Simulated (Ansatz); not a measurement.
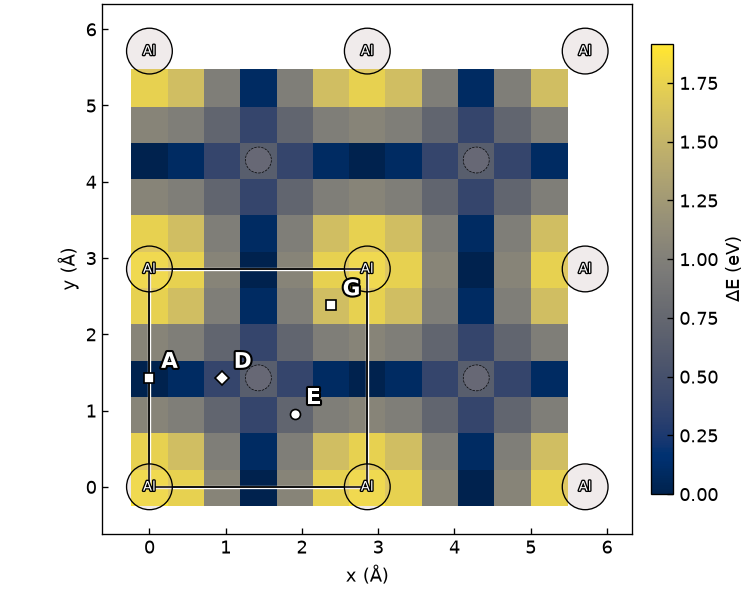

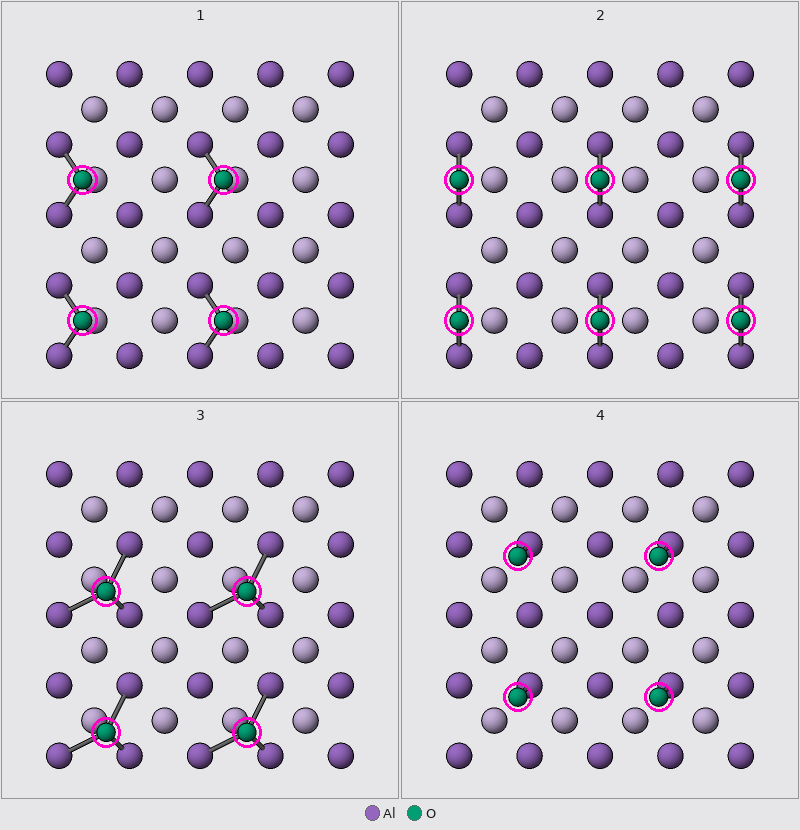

O on an Al(100) slab cut from the Fm-3m phase, its upper half relaxed before the scan (12 atoms of substrate and one adsorbate in a 2 × 2 cell). O is moved over the surface cell; relaxed at each place: the height of the adsorbate's atoms; substrate rigid; the origin of the map has the adsorbate above Al9. Places are given modulo a cell vector. The map is drawn in real space over the plane of the surface. The scan uses a 6 × 6 grid; 10 points were computed and 26 follow by symmetry. Places are given in fractions of the 1 × 1 surface cell. Energies: eV, counted from the lowest grid point. The calculation used DFT PBE, scalar-relativistic, plane waves, PAW in Ansatz. Settings: cutoff 420 eV, k-mesh 5×5×1, gaussian smearing 0.1 eV, no spin polarisation.

In the figure: one coloured cell a grid point, labelled circles for the atoms of the top layer and small ones for the second layer, the outline of one cell of the 2 × 2 shown, lettered points. The numbered pictures are the structures at these points, in random order. Rings mark the moved atoms.

Q: Which structure belongs to which point?

A: A is structure 2: a bridge site between two Al atoms, (0/6, 3/6) of the cell vectors, 0.00 eV; D is structure 1: (2/6, 3/6) of the cell vectors [nearest 2 Al at 1.87 Å], 0.38 eV; E is structure 3: (4/6, 2/6) of the cell vectors [nearest 1 Al at 1.70 Å], 0.72 eV; G is structure 4: (5/6, 5/6) of the cell vectors [nearest 1 Al at 1.66 Å], 1.59 eV.

PAW datasets: the set soft_1.
